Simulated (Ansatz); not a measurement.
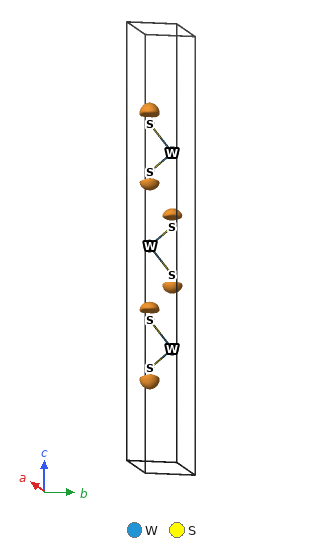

WS₂. Isosurface of the ELF at 0.9 (orange), seen at an oblique angle. Only the valence region is drawn (cores and ρ < 0.01 e/Å³ removed). Sticks mark near contacts.

Space group P-6m2; a structure from a database of computed crystals, not necessarily the ambient phase.

Computed with Ansatz, DFT PBEsol, scalar-relativistic, plane waves, PAW.

In a PAW calculation such maps are meaningful between the atoms, not at the nuclei.

> Describe the localisation domains.

The surface consists of six lobes on S, pointing away from the bonds (lone pairs), counted in one cell of 9 atoms. Regions shared between cells count once.

Values along the shortest contacts:
W–S (2.40 Å): the ELF peaks at about 0.85 in the valence shell of S, 0.8 Å from its nucleus, and is about 0.50 at the midpoint.
